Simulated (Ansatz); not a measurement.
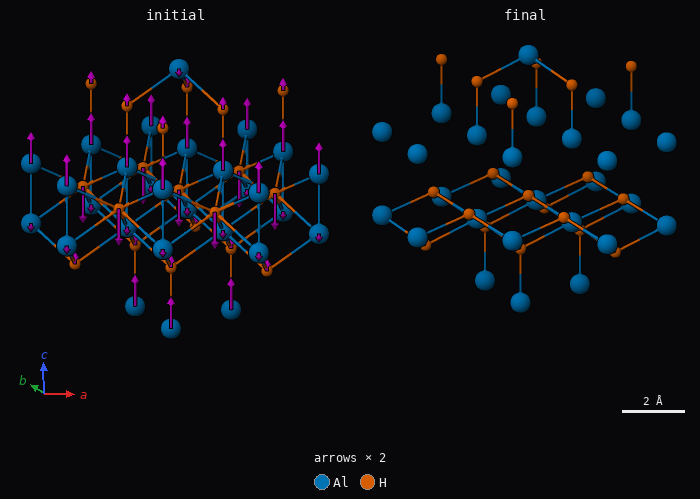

The structure of crystalline AlH (a generated structure, set up in R3m) (coarse preliminary run) before (left) and after (right) a relaxation, at one scale. The purple arrows give the displacements (the part carried along by the change of the cell is left out), 2 times their true length.

A ball-and-stick model of the atoms within 5.0 Å of the atom that moves most (axes of the conventional cell (3 times the calculation's cell)), seen slightly off an axis. Lengths and directions refer to the drawn axes.

These are results of Ansatz, DFT PBE, scalar-relativistic, plane waves, PAW, not measurements.

The input:
```yaml
crystal:
  lattice:
    - [1.56721074, 0.90482954, 5.103002]
    - [-1.56721074, 0.90482954, 5.103002]
    - [0.0, -1.80965908, 5.103002]
  atoms:
    - { symbol: Al, position: [0.73626143, 0.73626143, 0.73626143] }
    - { symbol: Al, position: [0.86694107, 0.86694107, 0.86694107] }
    - { symbol: H, position: [0.0, 0.0, 0.0] }
    - { symbol: H, position: [0.47252286, 0.47252286, 0.47252286] }
basis:
  ecutwfc: 420
kpoints:
  mp_grid: { grid: [6, 6, 6] }
hamiltonian:
  xc: pbe
scf:
  occupations: { method: gaussian, width: 0.1 }
  lower_state_search: "off"
output:
  forces: true
  stress: true
  eigenvalues: true
relax:
  adjacent_minimum: "off"
  f_tol: 0.04
  max_steps: 70
  cell: { stress_tol: 0.4 }
```

Command:
```bash
ansatz run input.yaml --threads 1 --pin off --max-ram 2560MiB --backend cpu --events-out ev --progress --plain --runs-dir out
```

Describe what moved and what it gained.

The atom that moves furthest relative to the cell is H4 (0.65 Å along −c). Largest moves by element: H 0.65 Å, Al 0.55 Å. The volume changes by +1.3 %, with a = b 3.134 → 3.098 Å (−1.2 %), c 15.309 → 15.885 Å (+3.8 %). Among the contacts that change: Al1–Al2 2.001 → 2.780 Å, Al2–H4 2.037 → 2.813 Å, Al2–H3 2.037 → 1.799 Å, Al1–H4 2.100 → 1.889 Å. Bonds break: Al1–Al2 (2.00 → 2.78 Å). The space group stays R3m (No. 160). The energy falls by 616 meV per atom in 6 accepted moves (7 points after the start). Largest force component: 8.6 eV/Å at the start, 0.0087 eV/Å at the end. Pressure: 16.38 GPa at the start and −0.03 GPa at the end. At 1 point the geometry stayed and the basis and grid were re-selected for the new cell (energy shift of 0.2 meV per atom at most each time).
